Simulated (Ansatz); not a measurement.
# CoSi2: what the fields show

```
Co Si
1.0
     0.00000   -2.58994   -2.58994
     0.00000    2.58994   -2.58994
     5.17989    0.00000    0.00000
Co Si
2 4
Direct
  0.50000 0.50000 0.49598
  0.00000 0.00000 0.99598
  0.50000 0.00000 0.25422
  0.00000 0.50000 0.75422
  0.50000 0.00000 0.75422
  0.00000 0.50000 0.25422
```

Space group I4mm; changed on purpose from its base cell (mode 4 frozen in at -0.022 Å, equal normal strain along x, y and z -0.0250); not relaxed (largest force 0.7 eV/Å); computed pressure about 18 GPa in this cell; computed without spin polarisation; PAW files of the earlier set (soft_1).

These are results of Ansatz, DFT PBEsol, scalar-relativistic, plane waves, PAW, not measurements.

Core electrons are frozen (PAW), and the valence fields are smoothed inside the atomic spheres.

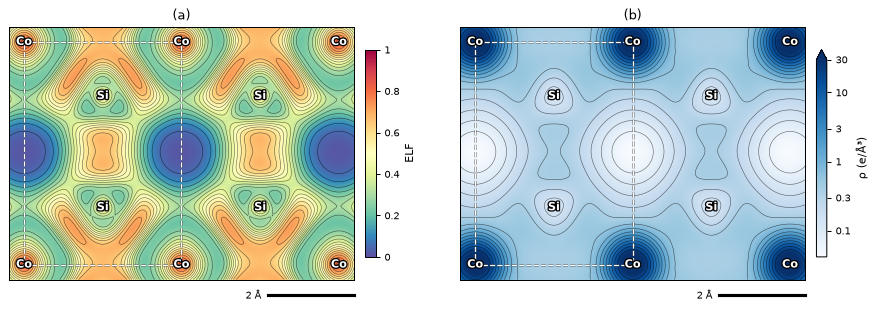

Figure 1. (a) electron localisation function; (b) valence charge density (pseudo) on the (010) plane of the conventional cell.

What do the fields say about this system?

Answer.
- Atoms in the plane: Co and Si.
- Co–Si (2.22 Å): the density is about 0.58 e/Å³ at the midpoint; the ELF peaks at about 0.75 between the atoms.
- Co–Si (2.27 Å): the density is about 0.54 e/Å³ at the midpoint; the ELF peaks at about 0.75 between the atoms.
- Between the atoms the lowest density in this plane is 0.04 e/Å³.
- The features right at Co lie inside the PAW spheres, where the map follows smoothed inner orbitals and isn't to be read closely.

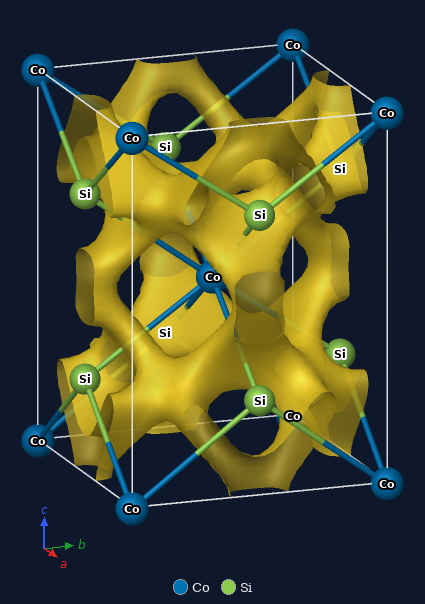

Figure 2. Isosurface of the electron localisation function at 0.6 (yellow), seen slightly off an axis. Core shells and regions of very low density are left out. Sticks mark near contacts.

Identify the bonds, lone pairs and shells in this picture.

Answer. At this value the surface marks out one network that runs through the whole crystal, counted in one cell of 6 atoms. Any copies at cell faces, edges or corners count once.

Does the calculation make it a metal, or give it a gap?

Answer. It is gapless in this calculation (a metal or semimetal).
